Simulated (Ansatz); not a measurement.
## B3N4: geometry relaxation (part 1 of 4)

System: B3N4 (slab, 7 atoms in the cell).
Method: DFT PBE+D3(BJ), scalar-relativistic, plane waves, PAW, spin-polarised (Ansatz 0.2.0).

The structure derives from a Materials Project entry. The input holds or restrains some coordinates. Forces given for the steps count only the free coordinates. It belongs to a series of runs on one base structure; here: N put at a top B site.

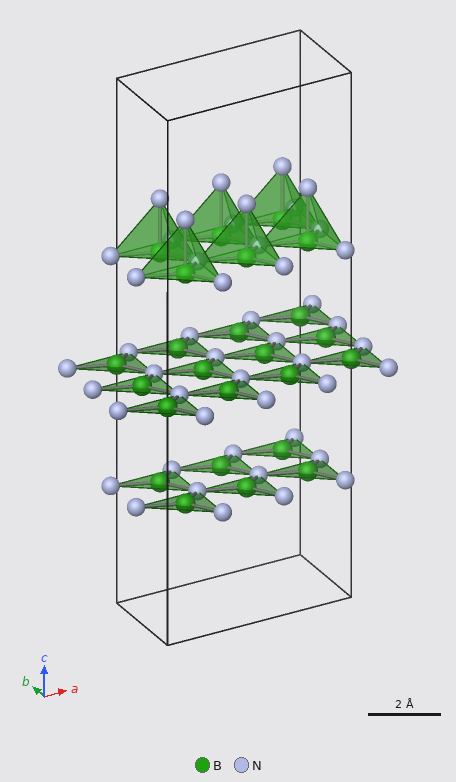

The structure as given in the input (polyhedral view of the 3 × 2 repeat of the cell, with the vacuum cut short, seen slightly off an axis; polyhedra are completed across the faces of the cell). An atom can appear more than once, as a periodic image.

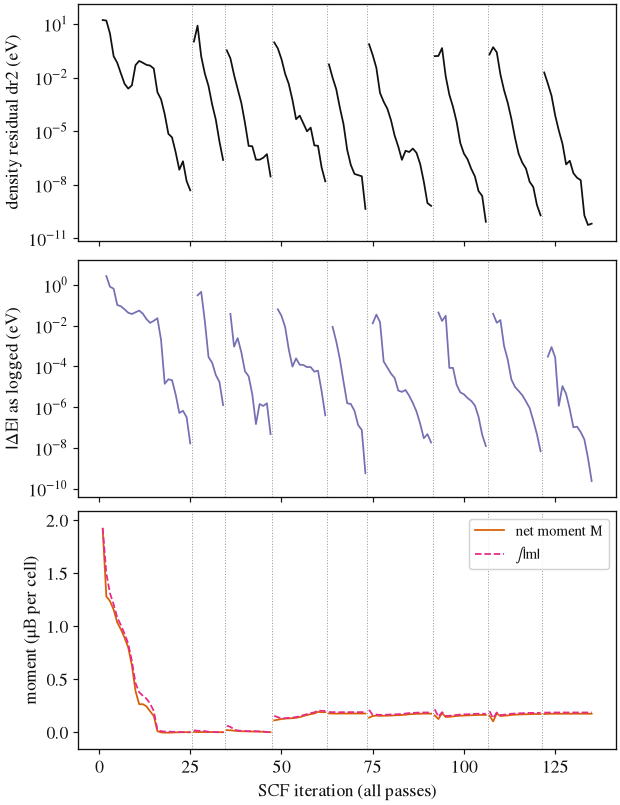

Convergence of the self-consistent field: density residual dr2, size of the energy change and magnetic moment against the SCF iteration. The dotted lines part the SCF passes of the relaxation: geometry steps, rejected trials and re-solves on a re-selected basis. The 9 passes take 9 to 25 iterations each, 135 in all. The net moment goes from 1.9 to 0.2 μB per cell.

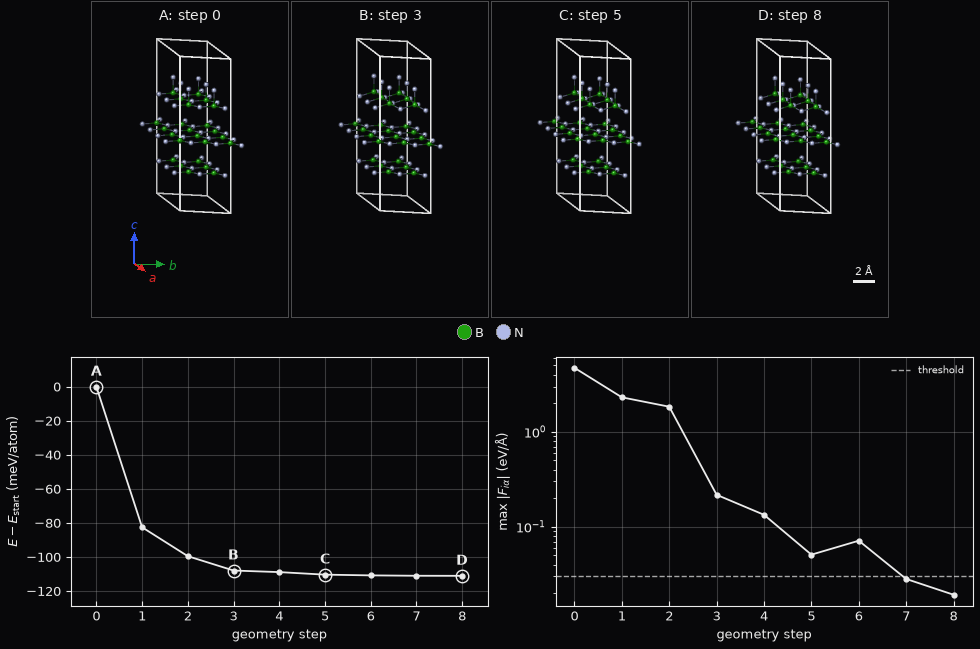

Frames of the restrained relaxation (ball-and-stick view of the 3 × 2 repeat of the cell, with the vacuum cut short, with bonded neighbours outside it, seen slightly off an axis) above the curves, on which the letters mark them (the first geometry is step 0 here and step 1 in the log).

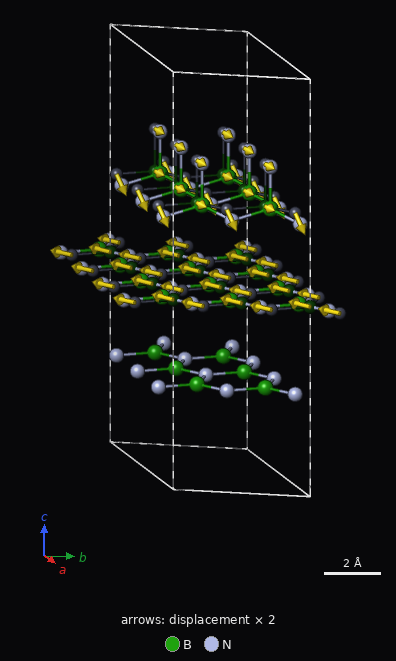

Start (faint) and end (solid) with the displacements as yellow arrows, magnified 2 times (ball-and-stick view of the 3 × 2 repeat of the cell, with the vacuum cut short, with bonded neighbours outside it, seen slightly off an axis). After 8 geometry steps the energy has fallen by 111 meV per atom. Largest force component: 4.7 eV/Å at the start, 0.019 eV/Å at the end. The largest moves, 0.54 Å, are those of B3 and N4. Largest moves by element: N 0.54 Å, B 0.54 Å. The cell doesn't change. Among the contacts that change: B5–N6 1.447 → 1.483 Å, B5–N7 1.560 → 1.546 Å. Among the angles that change: N6–B5–N7 90.0° → 102.8°, B5–N6–B5 119.9° → 115.3°, N6–B5–N6 119.9° → 115.3°. (Atoms are counted from 1 in the order of the input.)

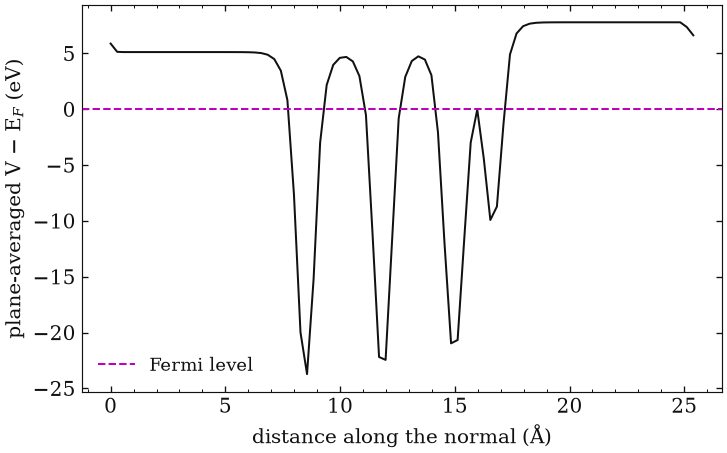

Plane average of the electrostatic potential energy of an electron across the cell, from the Fermi level. The vacuum level lies 7.79 eV above the Fermi level on the upper side and 5.12 eV on the lower.

These pictures come from the run below.

The input:
```yaml
crystal:
  lattice:
    - [2.5051851808, 0.0, 0.0]
    - [1.2500915904, 2.17099604, 0.0]
    - [0.0, 0.0, 25.6789643053]
  atoms:
    - { symbol: B, position: [0.4998931263, 0.4998931263, 0.3310102346] }
    - { symbol: "N", position: [0.8334068837, 0.8334068837, 0.3310102346] }
    - { symbol: B, position: [0.9998931263, 0.9998931263, 0.4610576195] }
    - { symbol: "N", position: [0.3334068837, 0.3334068837, 0.4610576195] }
    - { symbol: B, position: [0.4998931263, 0.4998931263, 0.5911050043] }
    - { symbol: "N", position: [0.8334068837, 0.8334068837, 0.5911050043] }
    - { symbol: "N", position: [0.4998931263, 0.4998931263, 0.651855118], spin: 3.0 }
basis:
  ecutwfc: 420
kpoints:
  mp_grid: { grid: [12, 12, 1] }
hamiltonian:
  xc: pbe
  dispersion: d3bj
scf:
  occupations: { method: gaussian, width: 0.05 }
output:
  forces: true
  eigenvalues: true
  populations: true
magnetization:
  spin_polarized: true
relax:
  adjacent_minimum: "off"
  f_tol: 0.03
  max_steps: 70
  constraints: [{ sites: [0, 1] }]
efield:
  axis: 3
  dipole_correction: true
  ramp_width: 0.04
```

Command:
```bash
ansatz run input.yaml --threads 1 --pin off --max-ram 2560MiB --backend cpu --events-out ev --progress --plain --runs-dir out
```

What the program printed:
```
Engine: ansatz 0.2.0, aarch64-unknown-linux-gnu
Pseudopotentials: kind: paw
Pseudopotential: B, paw, valence charge 3, recommended cutoff 420 eV (normal), B.paw.azcp
Pseudopotential: N, paw, valence charge 5, recommended cutoff 420 eV (normal), N.paw.azcp
Functional definition: PBE
  parameter kappa = 0.804
  parameter beta = 0.06672455060314922
  exchange = pbe_x(kappa = kappa, mu = beta*pi^2/3)
  correlation = pbe_c(beta = beta)
Crystal: 7 atoms, lattice volume = 139.661 Å³
Basis set: ecut = 420 eV, 2719 PW (Γ), exchange–correlation on 36×36×360 points (8 copies of the dense FFT grid, shifted against one another)
Bands: 23, of which v1, the nominal top of the filled ones, is band 15 counted from 1 (14 counted from 0)
Symmetry: 2 space group operations
k-points: 43 of 144 (time reversal used)
Non-local potential: B, projectors of the file, l = 0: 2, l = 1: 2, l = 2: 1
Non-local potential: N, projectors of the file, l = 0: 2, l = 1: 2, l = 2: 1
PAW form: soft (Blöchl's): semilocal exchange-correlation on the pseudo side does not see the compensation charge
PAW one-centre angular grid: B, 110 points (default); XC on 64 Gauss nodes
PAW one-centre angular grid: N, 110 points (default); XC on 64 Gauss nodes
Starting moments: Σ|m| = 3 μB on 1 of 7 sites
Initial wavefunctions: pseudopotential atomic-orbital guess
Functional: x = pbe(κ = 0.804, μ = 0.2195149727645171), c = pbe(β = 0.06672455060314922)
```
